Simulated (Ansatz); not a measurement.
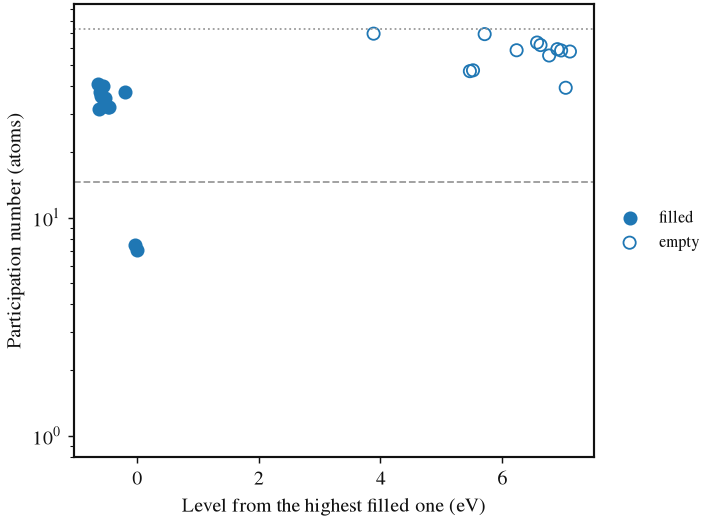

Levels near the gap of a 73-atom cell against the number of atoms over which each spreads (dotted: all atoms; dashed: a fifth of them). Host SnO₂.

The material is Sn₂₄O₄₉ (defect cell), 73 atoms in the cell; a = 9.54 Å, b = 9.54 Å, c = 9.64 Å, α = 90.00°, β = 90.00°, γ = 90.00°.

Computed with Ansatz: DFT, HSE06, PAW, plane waves, one k point, (0.25, 0.25, 0.25), Fermi-Dirac smearing of 0.01 eV.

Question: Which of these levels are localised (under the dashed line)?

Answer: 2 of the 24 levels shown spread over less than a fifth of the cell: −0.02 eV (filled, over about 8 atoms, mostly O) and 0.00 eV (filled, over about 7 atoms, mostly O).

Question: How far apart are the highest filled and the lowest empty level?

Answer: The lowest empty level lies 3.89 eV above the highest filled one.

One k point in a finite cell, so levels carry errors of tenths of an eV.
